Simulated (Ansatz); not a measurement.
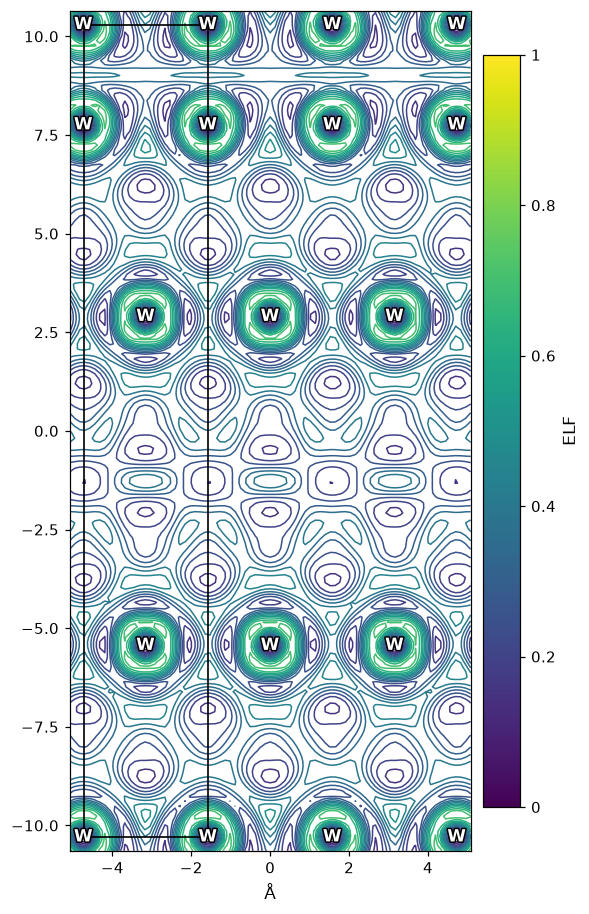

W (interface cell). ELF on the (010) plane of the calculation cell.

Computed pressure about −3 GPa in this cell.

Theory: DFT PBEsol, scalar-relativistic, plane waves, PAW in Ansatz 0.2.0.

```yaml
crystal:
  lattice:
    - [3.15435, 0.00000, 0.00000]
    - [-1.57717, 4.98746, 0.00000]
    - [0.00000, 0.00000, 20.58955]
  atoms:
    - { symbol: W, position: [0.00021, 0.00041, 0.99666] }
    - { symbol: W, position: [0.29961, 0.59922, 0.05839] }
    - { symbol: W, position: [0.19867, 0.39733, 0.19917] }
    - { symbol: W, position: [0.09898, 0.19797, 0.34328] }
    - { symbol: W, position: [0.40053, 0.80107, 0.39333] }
    - { symbol: W, position: [0.59946, 0.19891, 0.10000] }
    - { symbol: W, position: [0.90101, 0.80203, 0.15005] }
    - { symbol: W, position: [0.50000, 0.99999, 0.24667] }
    - { symbol: W, position: [0.80133, 0.60266, 0.29416] }
    - { symbol: W, position: [0.70038, 0.40077, 0.43494] }
    - { symbol: W, position: [0.29962, 0.59923, 0.93494] }
    - { symbol: W, position: [0.19867, 0.39734, 0.79416] }
    - { symbol: W, position: [0.09899, 0.19797, 0.65005] }
    - { symbol: W, position: [0.40054, 0.80109, 0.60000] }
    - { symbol: W, position: [0.59947, 0.19893, 0.89333] }
    - { symbol: W, position: [0.90102, 0.80203, 0.84328] }
    - { symbol: W, position: [0.50000, 0.00001, 0.74667] }
    - { symbol: W, position: [0.80133, 0.60267, 0.69917] }
    - { symbol: W, position: [0.70039, 0.40078, 0.55839] }
    - { symbol: W, position: [0.99979, 0.99959, 0.49666] }
```

> What does the map show?

The section cuts through W sites. W–W (2.54 Å): the ELF is about 0.40 at the midpoint. The features right at W lie inside the PAW spheres, where the map follows smoothed inner orbitals and isn't to be read closely.

> Metal or insulator at this level of theory?

It is metallic or semimetallic at this level of theory: no gap opens.
